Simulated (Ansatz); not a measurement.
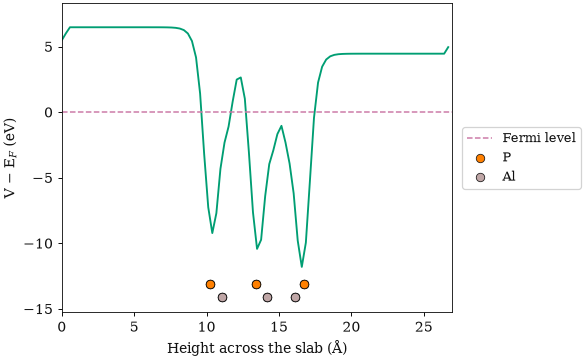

Plane-averaged electrostatic potential energy of an electron across the slab; circles at the bottom mark the heights of the atoms.

This input was run:

```
crystal:
  lattice:
    - [7.787792873, 0.0, 0.0]
    - [-3.8938964365, 6.7444264675, 0.0]
    - [0.0, 0.0, 26.9657445355]
  atoms:
    - { symbol: P, position: [0.5, 0.0, 0.2966726911] }
    - { symbol: P, position: [0.5, 0.5, 0.2966726911] }
    - { symbol: P, position: [0.0, 0.0, 0.2966726911] }
    - { symbol: P, position: [0.0, 0.5, 0.2966726911] }
    - { symbol: Al, position: [0.1666666667, 0.8333333333, 0.3261485426] }
    - { symbol: Al, position: [0.1666666667, 0.3333333333, 0.3261485426] }
    - { symbol: Al, position: [0.6666666667, 0.8333333333, 0.3261485426] }
    - { symbol: Al, position: [0.6666666667, 0.3333333333, 0.3261485426] }
    - { symbol: P, position: [0.6666666667, 0.8333333333, 0.4145760972] }
    - { symbol: P, position: [0.6666666667, 0.3333333333, 0.4145760972] }
    - { symbol: P, position: [0.1666666667, 0.8333333333, 0.4145760972] }
    - { symbol: P, position: [0.1666666667, 0.3333333333, 0.4145760972] }
    - { symbol: Al, position: [0.3333696707, 0.6666440194, 0.4416221737] }
    - { symbol: Al, position: [0.3334035996, 0.1666330733, 0.4415194205] }
    - { symbol: Al, position: [0.8332738975, 0.6666291016, 0.441610248] }
    - { symbol: Al, position: [0.8331994771, 0.1665826366, 0.4416215443] }
    - { symbol: P, position: [0.8332960841, 0.6665083395, 0.5359307683] }
    - { symbol: P, position: [0.833381113, 0.1663856443, 0.5359001453] }
    - { symbol: P, position: [0.3332364088, 0.6665568598, 0.5360160139] }
    - { symbol: P, position: [0.3332391743, 0.1664117596, 0.5357166951] }
    - { symbol: Al, position: [0.4999537833, 0.500013301, 0.5138818939] }
    - { symbol: Al, position: [0.5001083324, -0.0001487137, 0.5137883982] }
    - { symbol: Al, position: [-0.0001055669, 0.49976301, 0.5138110938] }
    - { symbol: Al, position: [-0.00014029, -0.0002416871, 0.5136930014] }
basis:
  ecutwfc: 420
kpoints:
  mp_grid: { grid: [2, 2, 1] }
hamiltonian:
  xc: pbe
scf:
  occupations: { method: gaussian, width: 0.05 }
output:
  forces: true
  eigenvalues: true
  write_density: true
  volumetric_format: npy
efield:
  axis: 3
  dipole_correction: true
  ramp_width: 0.04
```

Command:
```bash
ansatz run input.yaml --threads 2 --pin off --max-ram 6144MiB --backend cpu --events-out ev --progress --plain --runs-dir out
```

Read off the work function of each face.

The work function is 4.46 eV at the right face and 6.47 eV at the left.

How thick are slab and vacuum?

The outermost atoms are 6.5 Å apart, which leaves 20.5 Å of vacuum in a cell 27.0 Å high.

The atoms aren't at rest in this cell (largest force 0.6 eV/Å), so the relaxed material can differ.
